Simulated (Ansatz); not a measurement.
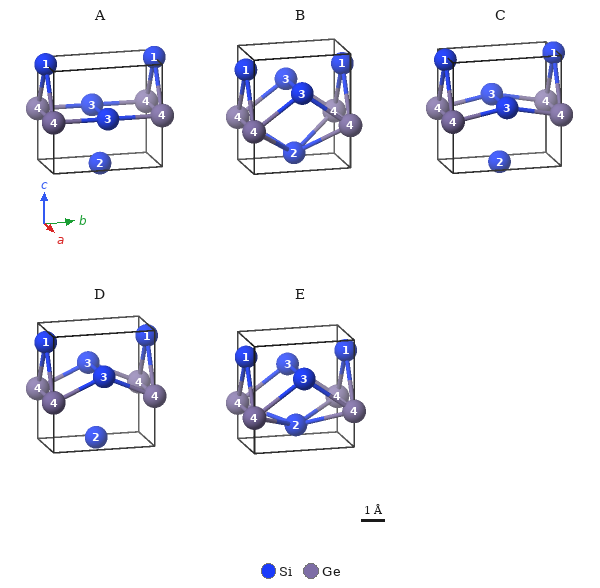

5 geometries from one relaxation of crystalline Si₃Ge (a generated structure, set up in Pmm2), in shuffled order. Style: ball-and-stick. Shown: the cell of the calculation, slightly off an axis.

Method: DFT PBE, scalar-relativistic, plane waves, PAW (Ansatz). (plane-wave cutoff 420 eV; k-point mesh 16 × 10 × 10; occupations gaussian; smearing width 0.1 eV; no spin polarisation; cell and atoms relaxed; force threshold 0.01 eV/Å; at most 80 steps)

### Put them in the order of the run, from the start to the converged end.

E, B, D, C, A. They are steps 0, 5, 8, 10, 20, at +199 meV per atom, +169 meV per atom, +121 meV per atom, +35.0 meV per atom relative to the last. The largest moves relative to the cell, 0.79 Å, are those of Si1, Si2, Si3 and Ge4. Si1 goes along +c. Largest moves by element: Si 0.79 Å, Ge 0.79 Å. The drawn cell changes as follows: a 2.848 → 2.709 Å (−4.9 %), b 4.619 → 5.034 Å (+9.0 %), c 4.932 → 4.720 Å (−4.3 %); the volume changes by −0.8 %. Among the contacts that change: Si1–Si3 2.835 → 3.706 Å, Si2–Ge4 2.835 → 3.706 Å, Si3–Ge4 2.835 → 2.517 Å, Si1–Si2 2.835 → 2.517 Å. Among the angles between lasting bonds that change: Ge4–Si3–Ge4 109.1° → 180.0°. The space group (tolerance 0.01 Å) goes from Pmm2 (No. 25) to Pmmm (No. 47). After 17 accepted moves (20 points after the start) the energy has fallen by 199 meV per atom. Largest force component: 0.26 eV/Å at the start, under 0.0001 eV/Å at the end. Pressure: −1.80 GPa at the start and 0.00 GPa at the end. The line search rejected the trial step at point 16 of the run. The SCF was repeated twice at an unchanged geometry on a basis and grid sized afresh for the cell, which shifted the energy by 0.3 meV per atom at most.
